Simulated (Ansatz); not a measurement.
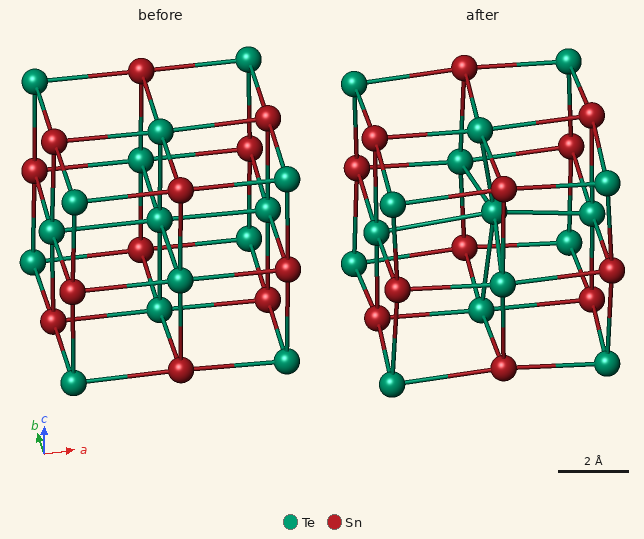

The structure of a defect cell of composition Te32Sn32 before (left) and after (right) a relaxation, at one scale.

A ball-and-stick model of the atoms within 5.8 Å of the atom that moves most (axes of the cell of the calculation (origin shifted)), seen from a free direction.

Level of theory: Ansatz, DFT, PBEsol, PAW, plane waves. Set-up: plane-wave cutoff 420 eV; k-point mesh 1 × 1 × 1; mesh shifted by (0.25, 0.25, 0.25); collinear spin; atoms relaxed in a fixed cell; force threshold 0.03 eV/Å; at most 80 steps.

Question: Summarise the run.

Answer: A Te atom moves most: 0.49 Å along [3 −1 3]. Largest moves by element: Te 0.49 Å, Sn 0.22 Å. The cell stays as it was. Near-neighbour distances that change, for instance: Te–Te 3.149 → 3.454 Å, Te–Te 3.164 → 2.894 Å, Te–Te 3.102 → 2.879 Å, Te–Te 3.107 → 3.319 Å. Bond angles that change, for instance: Te–Te–Te 179.2° → 161.9°, Te–Te–Te 89.7° → 106.2°, Te–Te–Te 88.7° → 96.0°. The energy falls by 0.534 eV per cell of the calculation in 14 geometry steps. Largest force component: 0.51 eV/Å at the start, 0.0053 eV/Å at the end. The program noted that the starting moments weren't kept. Cost: 29 s on 1 × NVIDIA GB200 with 8 threads of Arm Neoverse-V2, peak memory 2.4 GiB.
